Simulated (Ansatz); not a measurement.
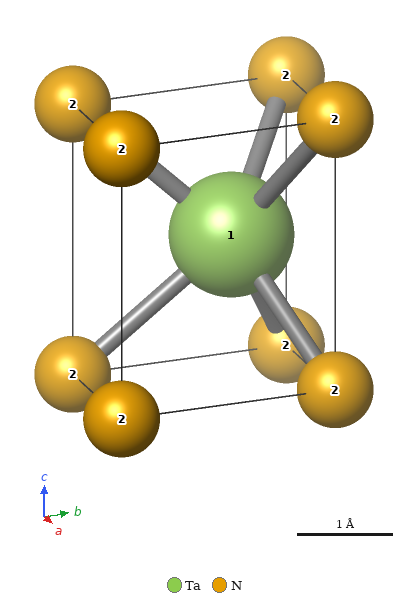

Fig. 1: The structure (ball-and-stick view of the cell of the calculation, seen slightly off an axis; atoms are numbered from 1 in the order of the input). Near neighbours in the crystal (not all of them lie inside the picture): Ta has 6 N at 2.23 Å and 8 Ta at 2.88 to 2.94 Å; N has 6 Ta at 2.23 Å.

# TaN: single-point calculation (part 1 of 3)

The run: single-point calculation of TaN (2 atoms in the cell). Method and program: DFT r2SCAN+U, scalar-relativistic, plane waves, PAW, Ueff = 3 eV on Ta atom 1 d, spin-polarised (Ansatz 0.2.0).

The structure derives from an entry of the Crystallography Open Database. It belongs to a series of runs on one base structure; here: random orbitals: harmonics, high filling. Figures and captions count atoms from 1; the log counts them from 0 in places.

**Input file**
```yaml
crystal:
  lattice:
    - [2.93800111, 0.0, 0.0]
    - [-1.46900055, 2.5443836, 0.0]
    - [0.0, 0.0, 2.88300221]
  atoms:
    - { symbol: Ta, position: [0.3333333333, 0.6666666667, 0.5], spin: 2.0 }
    - { symbol: "N", position: [0.0, 0.0, 0.0] }
basis:
  ecutwfc: 500
  ecutrho_ratio: 4
kpoints:
  mp_grid: { grid: [7, 7, 7] }
hamiltonian:
  xc: r2scan
  hubbard:
    sites:
      - { site: 0, l: d, u_eff: 3.0, starting_ns: [{ spin: up, occupation_matrix: s0up }, { spin: down, occupation_matrix: s0down }] }
    occupation_matrices:
      s0up:
        matrix:
          - [0.02, 0.0, 0.0, 0.0, 0.0]
          - [0.0, 0.02, 0.0, 0.0, 0.0]
          - [0.0, 0.0, 0.97, 0.0, 0.0]
          - [0.0, 0.0, 0.0, 0.02, 0.0]
          - [0.0, 0.0, 0.0, 0.0, 0.97]
      s0down:
        matrix:
          - [0.02, 0.0, 0.0, 0.0, 0.0]
          - [0.0, 0.02, 0.0, 0.0, 0.0]
          - [0.0, 0.0, 0.02, 0.0, 0.0]
          - [0.0, 0.0, 0.0, 0.02, 0.0]
          - [0.0, 0.0, 0.0, 0.0, 0.02]
    ns_hold: { iters: 12 }
scf:
  occupations: { method: gaussian, width: 0.05 }
  lower_state_search: "off"
  max_iter: 150
output:
  forces: true
  stress: true
  eigenvalues: true
  populations: true
  hubbard: { sites: [{ site: 0, l: d }] }
  write_density: true
  write_potential: true
  elf: true
  volumetric_format: npy
magnetization:
  spin_polarized: true
```

Run on 2 threads of Arm Neoverse V2, 24 GiB of memory available, shared host.

Run as:
```bash
ansatz run input.yaml --threads 2 --pin off --max-ram 3072MiB --backend cpu --events-out ev --progress --plain --runs-dir out
```

**Output**
```
Warning: crystal.symmetry: narrowed to the stabiliser of the occupation matrices — unitary ops 12 → 4; lowered by the specified shell (site 0, l: d); largest admitted image defect 3.7e-9, smallest excluded 7.1e-1 — at a splitting's scale: the group the occupation matrices' own texture admits
Ta: projections on atomic orbitals take those of the free atom [Kr 4d10 4f14] 5s2 5p6 5d3 6s2, of charge +0.00 (hamiltonian.pseudopotentials.projection_atoms); the dataset's partial waves leave at most 6.0e-5 of an orbital's norm unspanned inside its sphere
N: projections on atomic orbitals take those of the free atom [He] 2s2 2p3, of charge +0.00 (hamiltonian.pseudopotentials.projection_atoms); the dataset's partial waves leave at most 9.3e-9 of an orbital's norm unspanned inside its sphere
Engine: ansatz 0.2.0, aarch64-unknown-linux-gnu
Pseudopotentials: kind: paw
Pseudopotential: Ta, paw, valence charge 13, recommended cutoff 500 eV (meta_gga), Ta.paw.azcp
Pseudopotential: N, paw, valence charge 5, recommended cutoff 500 eV (meta_gga), N.paw.azcp
Functional definition: r2SCAN
  parameter k0 = 0.174
  parameter k1 = 0.065
  parameter a1 = 4.9479
  exchange = r2scan_x(k0 = k0, k1 = k1, a1 = a1)
  correlation = r2scan_c
Crystal: 2 atoms, lattice volume = 21.552 Å³
Basis set: ecut = 500 eV, 551 PW (Γ), exchange–correlation on 96×96×96 points (64 copies of the dense FFT grid, shifted against one another)
Bands: 14, of which v1, the nominal top of the filled ones, is band 9 counted from 1 (8 counted from 0)
Symmetry: 4 space group operations
k-points: 64 of 343 (time reversal used)
Non-local potential: Ta, projectors of the file, l = 0: 3, l = 1: 2, l = 2: 2, l = 3: 1
Non-local potential: N, projectors of the file, l = 0: 2, l = 1: 2, l = 2: 1
PAW form: soft (Blöchl's): semilocal exchange-correlation on the pseudo side does not see the compensation charge
PAW frozen core: Ta, regenerated for the run's functional (the file was generated under x = pbe(κ = 0.804, μ = 0.2195149727645171), c = pbe(β = 0.06672455060314922))
PAW frozen core: N, regenerated for the run's functional (the file was generated under x = pbe(κ = 0.804, μ = 0.2195149727645171), c = pbe(β = 0.06672455060314922))
PAW one-centre angular grid: Ta, 590 points (default); XC on 160 Gauss nodes
PAW one-centre angular grid: N, 302 points (default); XC on 160 Gauss nodes
Initial density: superposition of atomic densities (chi_scale 0.1, normalization cell, long waves kept (reshape's long-wave potential 0.00 eV rms))
Starting moments: Σ|m| = 2 μB on 1 of 2 sites
Initial wavefunctions: pseudopotential atomic-orbital guess
Functional: x = r2scan, c = r2scan; τ floored in thin density (d = 2e-4 eV/Å³)
```
